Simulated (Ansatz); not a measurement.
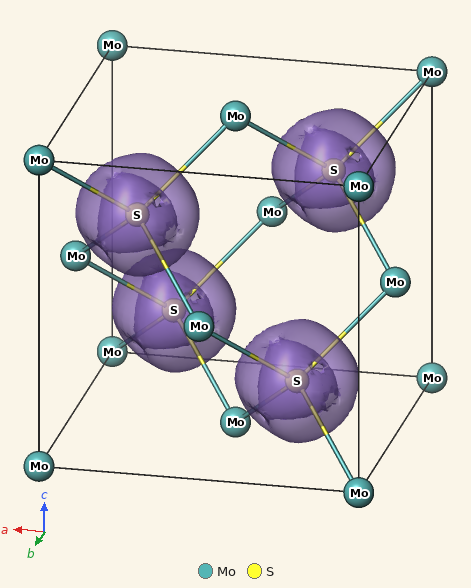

The picture shows: MoS. Isosurface of the electron localisation function at 0.75 (purple), seen at an oblique angle. Core shells and regions of very low density are left out. Sticks mark near contacts.

Space group F-43m; started from the zinc blende prototype, which need not be the ambient phase; computed without spin polarisation.

Method: DFT PBE, scalar-relativistic, plane waves, PAW in Ansatz.

In a PAW calculation such maps are meaningful between the atoms, not at the nuclei.

Q: Identify the bonds, lone pairs and shells in this picture.

A: The surface consists of four regions wrapped around S (the valence shell of each), counted in one cell of 8 atoms. Regions shared between cells count once. Profiles from the grid: Mo–S (2.31 Å): the ELF peaks at about 0.85 in the valence shell of S, 0.8 Å from its nucleus, and is about 0.40 at the midpoint.

Q: Metal or insulator at this level of theory?

A: It is metallic or semimetallic at this level of theory: no gap opens; semilocal functionals without U, or without the true magnetic order, often close the gap of such compounds.
